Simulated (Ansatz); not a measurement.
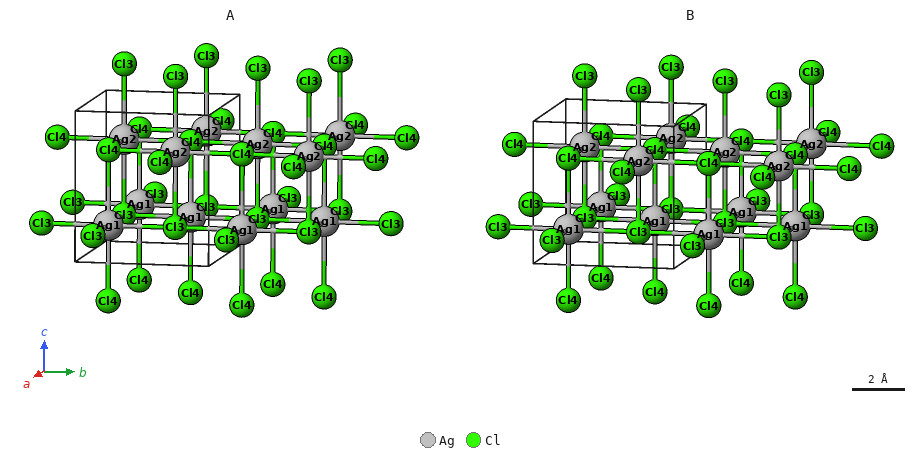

Two geometries of a crystal of AgCl (built on the database structure type) at its r2SCAN-relaxed geometry: one is the relaxed structure, the other was perturbed away from it. The picture is a ball-and-stick view of the conventional cell (2 times the calculation's cell), repeated 1 × 2 × 1 with one cell outlined, seen slightly off an axis. Lengths and directions refer to the drawn axes.

The calculation used DFT, r2SCAN, plane waves, PAW (Ansatz 0.2.0). (plane-wave cutoff 500 eV; k-point mesh 6 × 6 × 6; occupations fixed; no spin polarisation)

> Which one is perturbed?

Structure A is the perturbed one. The cell is strained by +6.3 % along c and −4.9 % across it (volume −3.8 %). The atoms and the free axis were relaxed with r2SCAN under that strain, and this is a single point on that geometry. Near-neighbour distances before and after: Ag–Cl 2.773 → 2.639 to 2.946 Å. The space group (tolerance 0.01 Å) goes from Fm-3m (No. 225) to C2/m (No. 12). It costs 28.2 meV per atom. The pressure goes from 0.0 to 3.4 GPa. The principal stresses (compression positive) are 0.0 GPa along c and 5.1 GPa across it. The forces stay under 0.01 eV/Å. The band gap: 1.47 eV before, 1.14 eV after.
